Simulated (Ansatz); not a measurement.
System: BN, space group F-43m (No. 216) (cell built by us, not taken from a database).

Structure:
```yaml
crystal:
  lattice:
    - [0.00000, 1.81234, 1.81234]
    - [1.81234, 0.00000, 1.81234]
    - [1.81234, 1.81234, 0.00000]
  atoms:
    - { symbol: B, position: [0.25000, 0.25000, 0.25000] }
    - { symbol: N, position: [0.50000, 0.50000, 0.50000] }
```

How it was computed, with Ansatz 0.2.0: elastic stress-strain coefficients at zero temperature from small strains of the given cell, Voigt order xx yy zz yz xz xy, Cartesian axes of the cell vectors; plane waves with PAW datasets, Γ-centred k mesh. Level: PBE, no spin polarisation.

- wave cutoff: 420 eV
- k mesh: 12×12×12
- occupations: fixed
- ions: relaxed
- strain amplitude: 0.002

Predict the sound velocities against the direction of travel in the xz plane, from the elastic constants and the density.

Along x the longitudinal wave runs at 14.99 km/s and the transverse ones at 11.29 and 11.29 km/s, the same along y and z; along x + y they run at 16.25, 11.29 and 9.39 km/s (density 3.46 g/cm³). Over all directions E runs from 718 to 948 GPa, a ratio of 1.32. E is 718 GPa along x, y and z alike, and 948 GPa along the body diagonal x + y + z. The Hill averages are K = 371 GPa and G = 381 GPa, Poisson's ratio 0.12; K/G = 0.97.

Stiffness matrix C (GPa), Voigt order:
```csv
,xx,yy,zz,yz,xz,xy
xx,777.9,167.7,167.7,0.0,0.0,0.0
yy,167.7,777.9,167.7,0.0,0.0,0.0
zz,167.7,167.7,777.9,0.0,0.0,0.0
yz,0.0,0.0,0.0,441.4,0.0,0.0
xz,0.0,0.0,0.0,0.0,441.4,0.0
xy,0.0,0.0,0.0,0.0,0.0,441.4
```

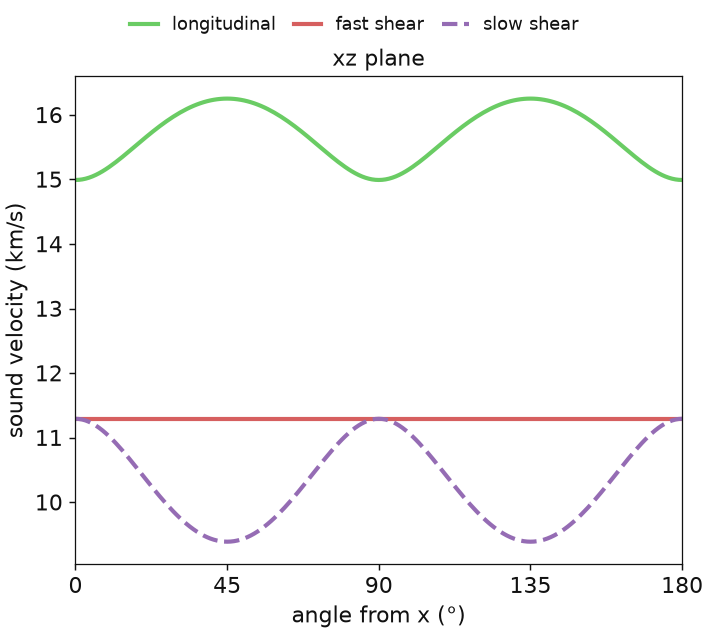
